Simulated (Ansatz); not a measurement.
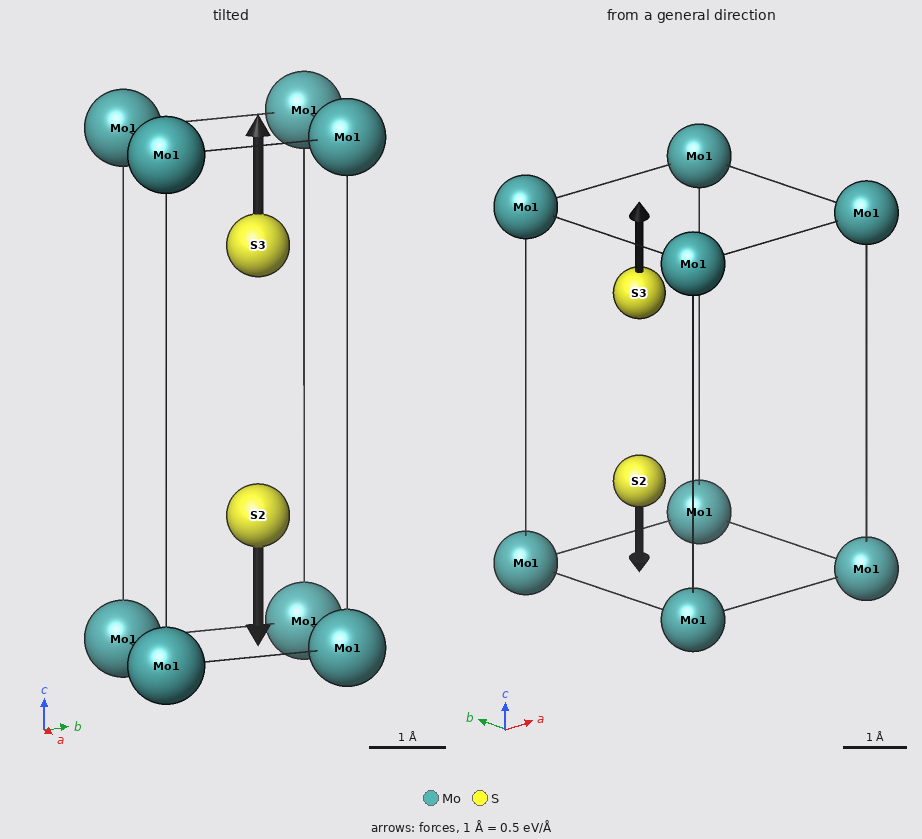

View slightly off an axis and from a general direction, drawn as a spheres-only model. Thin lines show the simulation cell, with boundary atoms drawn in all their periodic places. The arrows are the computed forces on the atoms.

System: MoS₂. Electronic-structure method: DFT PBE+D3(BJ), scalar-relativistic, plane waves, PAW in Ansatz 0.2.0. Parameters: plane-wave cutoff 420 eV, 12×12×4 k-points, Gaussian smearing of 0.05 eV, no spin polarisation.

Question: Do the forces show a relaxed structure?

Answer: No. The atoms still feel forces of up to about 0.68 eV/Å, far above a usual threshold of 0.01 to 0.03 eV/Å.

Question: Which atom carries the strongest force?

Answer: S2 and S3, about 0.68 eV/Å.

Provenance: a structure listed in the Materials Project. The cell was then strained or its atoms displaced on purpose. It was run through Ansatz as a DFT input.
